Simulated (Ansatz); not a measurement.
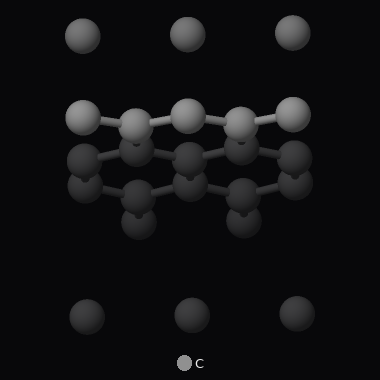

The system is CO on a C(111) slab cut from the C2/m phase, its upper half relaxed before the scan (16 atoms of substrate and one adsorbate in a 2 × 1 cell); the picture shows it without the atoms that are moved over the map. CO (O end down) is moved over the surface cell at a fixed height above a rigid substrate; the origin of the map has the adsorbate above C15; the height is held at 3.20 Å. Places are given modulo a cell vector. The map is drawn in real space over the plane of the surface. The grid has 4 × 4 points. Places are given in fractions of the 1 × 1 surface cell. Energies: meV, counted from the lowest grid point. At a fixed height the lowest place need not be the adsorption site. All numbers below come from DFT PBE+D3(BJ), scalar-relativistic, plane waves, PAW (Ansatz 0.2.0). Settings: cutoff 420 eV, k-mesh 6×6×1, gaussian smearing 0.05 eV, no spin polarisation.

Range: position of O17 along the first surface vector from 0.00 to 0.75; position of O17 along the second surface vector from 0.00 to 0.75.

**What will the energy surface look like?**

The lowest grid point is at (2/4, 1/4) of the cell vectors. The highest grid point, the top site over a surface C atom, (0/4, 0/4) of the cell vectors, lies 10.4 meV above the lowest.

| second ↓, first → | 0/4 | 1/4 | 2/4 | 3/4 |
| --- | --- | --- | --- | --- |
| 3/4 | 7.3 | 4.4 | 1.5 | 4.4 |
| 2/4 | 1.2 | 0.7 | 0.2 | 0.7 |
| 1/4 | 2.2 | 1.1 | 0.0 | 1.1 |
| 0/4 | 10.4 | 6.0 | 1.7 | 6.0 |

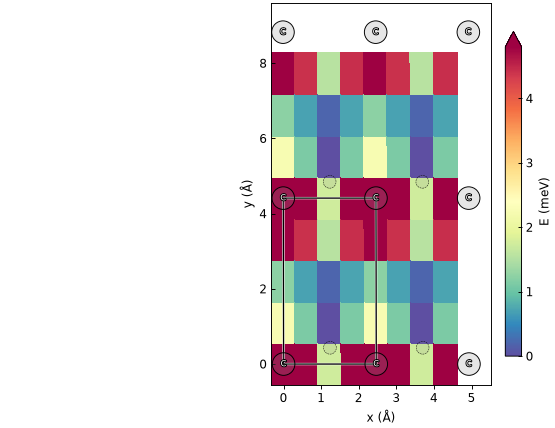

In the figure: one coloured cell a grid point, labelled circles for the atoms of the top layer and small ones for the second layer, the outline of one cell of the 2 × 2 shown, one colour for all values above the top of the scale.

Each point was launched as `ansatz run input.yaml --threads 1 --pin off --max-ram 3072MiB --backend cpu --events-out ev --progress --plain --runs-dir out`. Time for the 16 points that were run: 25 min on 1 thread of Arm Neoverse V2, on a shared host.

PAW datasets: the set soft_1.
